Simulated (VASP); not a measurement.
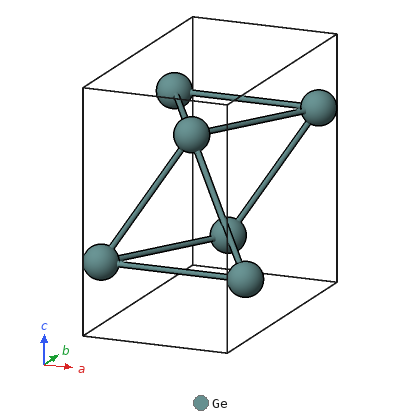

Ge, space group Cmcm (No. 63), a = 2.949 Å, b = 5.220 Å, c = 4.851 Å, α = 90.00°, β = 90.00°, γ = 90.00°

```csv
site,Wyckoff,x,y,z
Ge,4c,0.0000,0.1666,0.2500
```

Origin: the end point of a relaxation with VASP, VASP Kohn-Sham DFT of a periodic cell, r2SCAN, VASP PAW PBE potentials, recommended.

Compute the Voronoi cell of each site (no radii): faces and volume.

Answer.
| site | faces above 1 % of the sphere | volume (Å³) | solid angle by neighbour (%) |
| --- | --- | --- | --- |
| Ge | 12 | 18.67 | Ge 100 |

Weighted by multiplicity the volumes add up to the cell volume, 74.7 Å³.

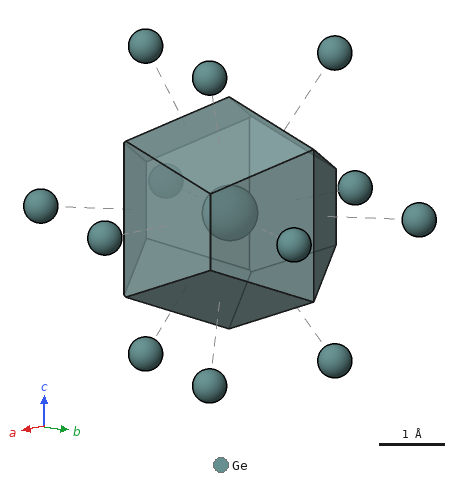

The computed Voronoi cell of Ge, with the neighbours that bound it.
